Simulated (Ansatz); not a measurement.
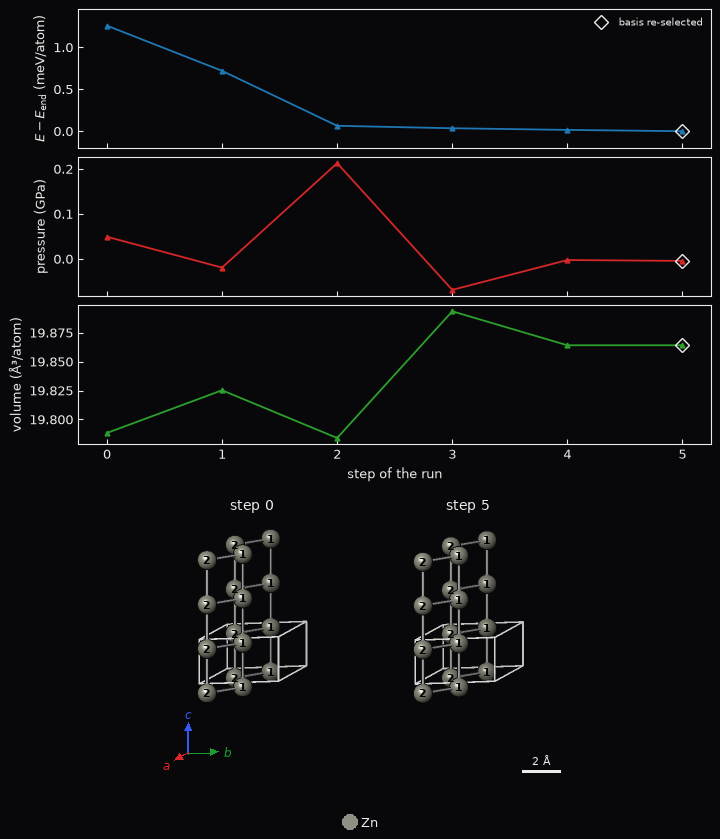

First and last geometry of a relaxation of a crystal of Zn (built on the lonsdaleite_194 type), with the history of the run. The picture is a ball-and-stick view of the cell of the calculation, repeated 2 × 1 × 3 with one cell outlined, seen slightly off an axis.

Case: lonsdaleite type (P6_3/mmc, No. 194).

All numbers below come from DFT PBEsol, scalar-relativistic, plane waves, PAW (Ansatz).

Input file:
```yaml
crystal:
  lattice:
    - [4.3280096586, 0.0, 0.0]
    - [-2.1640048293, 3.7481663122, 0.0]
    - [0.0, 0.0, 2.4396785936]
  atoms:
    - { symbol: Zn, position: [0.3333333333, 0.6666666667, 0.0] }
    - { symbol: Zn, position: [0.6666666667, 0.3333333333, 0.0] }
basis:
  ecutwfc: 420
kpoints:
  mp_grid: { grid: [15, 15, 22] }
hamiltonian:
  xc: pbesol
scf:
  occupations: { method: gaussian, width: 0.1 }
output:
  forces: true
  stress: true
  eigenvalues: true
relax:
  adjacent_minimum: "off"
  f_tol: 0.01
  max_steps: 80
  cell: { stress_tol: 0.05 }
```

**Did the run converge, and what did it change?**

It converged. Over 4 accepted moves (5 points after the start) the energy falls by 1.3 meV per atom. All forces vanish by symmetry, so only the cell relaxes. Pressure: 0.05 GPa at the start and 0.00 GPa at the end. At 1 point the geometry stayed and the basis and grid were re-selected for the new cell (energy shift of less than 0.05 meV per atom at most each time). No atom moves by more than 0.005 Å relative to the cell. The volume changes by +0.4 %, with a = b 4.328 → 4.360 Å (+0.7 %), c 2.440 → 2.413 Å (−1.1 %). Among the contacts that change: Zn1–Zn1 2.440 → 2.413 Å, Zn1–Zn2 2.499 → 2.517 Å. The space group stays P6/mmm (No. 191). The run took about 80 core-seconds on a shared host.
